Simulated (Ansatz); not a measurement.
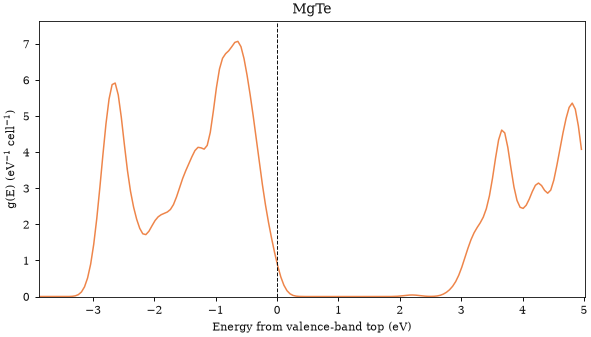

Density of states. Energies are counted from the top of the valence band. The curve is built from the levels of the k mesh with Gaussians 0.3 eV wide, which also blur the band edges.

System: MgTe, space group P6_3mc, 4 atoms in the cell, wurtzite type, hydrostatic strain +2.0%.

```cif
data_structure
_symmetry_space_group_name_H-M 'P 1'
_symmetry_Int_Tables_number 1
_cell_length_a 4.6692
_cell_length_b 4.6692
_cell_length_c 7.6042
_cell_angle_alpha 90.000
_cell_angle_beta 90.000
_cell_angle_gamma 120.000
_cell_volume 143.57
loop_
_atom_site_label
_atom_site_type_symbol
_atom_site_fract_x
_atom_site_fract_y
_atom_site_fract_z
_atom_site_occupancy
Mg1 Mg 0.33333 0.66667 0.99939 1
Mg2 Mg 0.66667 0.33333 0.49939 1
Te1 Te 0.33333 0.66667 0.37561 1
Te2 Te 0.66667 0.33333 0.87561 1
```

Level of theory: DFT, PBE, plane waves, PAW, no spin polarisation, 6×6×4 k mesh, 420 eV cutoff, Fermi-Dirac smearing of 0.02 eV; code Ansatz.

**Metal or insulator, going by the density of states?**

There is a gap; over the k points computed it is 2.20 eV (direct among those points).

**How wide is the upper valence band?**

The upper group of valence states starts about 3.0 eV under the valence-band top, with a gap beneath it; it holds about 12 electrons a cell.

Spin-orbit coupling is left out, which matters for Te.
